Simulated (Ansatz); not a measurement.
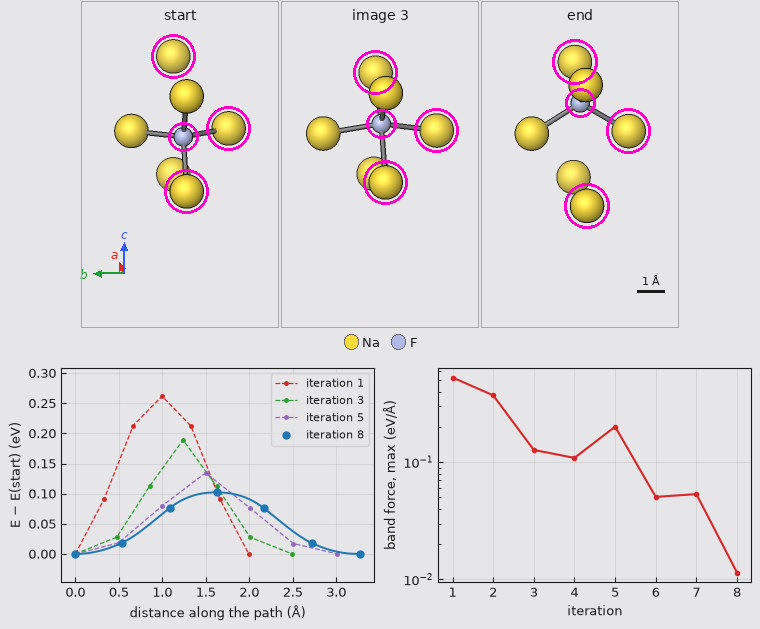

A nudged-elastic-band calculation for Na with an interstitial F (17 atoms in the cell). Images are numbered from 0 (start) to 6 (end). The plot follows the band through its iterations. A ball-and-stick model of the atoms within 3.7 Å of the middle of the path, seen from a free direction. The atoms that move most are ringed. Bonds to atoms that aren't drawn are left out.

The calculation used DFT LDA, scalar-relativistic, plane waves, PAW (Ansatz).

Input
```yaml
crystal:
  lattice:
    - [8.46, 0.0, 0.0]
    - [0.0, 8.46, 0.0]
    - [0.0, 0.0, 8.46]
  atoms:
    - { symbol: Na, position: [-0.00911768, -0.00010883, -0.03222274] }
    - { symbol: Na, position: [0.53104633, -0.00011904, 0.02040922] }
    - { symbol: Na, position: [0.00631537, 0.49986766, -0.01432298] }
    - { symbol: Na, position: [-0.00921786, -0.0001075, 0.53150582] }
    - { symbol: Na, position: [0.24426687, 0.23596285, 0.2494587] }
    - { symbol: Na, position: [0.48465029, 0.4998999, 0.01721894] }
    - { symbol: Na, position: [0.53067947, -0.00011942, 0.47893273] }
    - { symbol: Na, position: [0.7664902, 0.2674547, 0.24954377] }
    - { symbol: Na, position: [0.00637696, 0.49987328, 0.51336348] }
    - { symbol: Na, position: [0.24424131, 0.76380396, 0.24946647] }
    - { symbol: Na, position: [0.25991688, 0.21806731, 0.74955001] }
    - { symbol: Na, position: [0.48453675, 0.49990564, 0.4817936] }
    - { symbol: Na, position: [0.76652793, 0.7323062, 0.24955095] }
    - { symbol: Na, position: [0.71971495, 0.27043122, 0.74953998] }
    - { symbol: Na, position: [0.25993917, 0.78176574, 0.74955047] }
    - { symbol: Na, position: [0.71980105, 0.72939647, 0.74953798] }
    - { symbol: F, position: [0.1254292, -0.00010115, 0.74955297] }
basis:
  ecutwfc: 420.0
kpoints:
  mp_grid: { grid: [2, 2, 2] }
hamiltonian:
  xc: lda
scf:
  occupations: { method: fermi_dirac, width: 0.05 }
  lower_state_search: "off"
neb:
  images: 5
  f_tol: 0.05
  initial_path: linear
  max_iterations: 80
  spring: 1.0
  final_atoms:
    - { symbol: Na, position: [0.03226773, -0.00015344, 0.01006434] }
    - { symbol: Na, position: [0.46787726, -0.00015431, 0.01006946] }
    - { symbol: Na, position: [0.01437462, 0.49994611, -0.00649271] }
    - { symbol: Na, position: [-0.0223658, -0.00012838, 0.46813478] }
    - { symbol: Na, position: [0.25012331, 0.27145619, 0.28122164] }
    - { symbol: Na, position: [0.48579475, 0.49994637, -0.00646867] }
    - { symbol: Na, position: [0.52256455, -0.00012841, 0.46808819] }
    - { symbol: Na, position: [0.75008847, 0.26857918, 0.23302233] }
    - { symbol: Na, position: [-0.01868713, 0.49990469, 0.51549501] }
    - { symbol: Na, position: [0.25012339, 0.72833764, 0.2812698] }
    - { symbol: Na, position: [0.2501333, 0.21742033, 0.73974085] }
    - { symbol: Na, position: [0.51888357, 0.4999041, 0.51545772] }
    - { symbol: Na, position: [0.75008898, 0.73120672, 0.23306367] }
    - { symbol: Na, position: [0.75005031, 0.23550792, 0.75625931] }
    - { symbol: Na, position: [0.2501343, 0.78243186, 0.73972849] }
    - { symbol: Na, position: [0.75005061, 0.7643054, 0.75622519] }
    - { symbol: F, position: [0.25002801, -2.438e-05, 0.8750253] }
  order_check: true
```

Launched with:
```bash
ansatz run input.yaml --threads 4 --pin off --max-ram 10240MiB --backend cpu --events-out ev --progress --plain --runs-dir out
```

> How did the profile develop, and is the result final?

The run is converged, with reservations. The band converged in 8 iterations. The largest component of the band force went from 0.53 to 0.011 eV/Å. The climbing image converged on the top of the path. A check of its curvatures didn't confirm a first-order saddle. The first iteration put the highest image at 0.262 eV. The barrier is about 0.102 eV in both directions, with image 3 at the top; the ends have the same energy.

Limits of the set-up: the cell has an odd number of electrons but was run without spin polarisation; the k-point mesh is coarse for a cell with partly filled bands; the periodic images lie only 8.5 Å apart, so the values are limited by the cell's size.

The run took 8.4 min on 4 threads of Intel(R) Xeon(R) Platinum 8488C (Sapphire Rapids), on a shared host, peak memory 2.5 GiB.
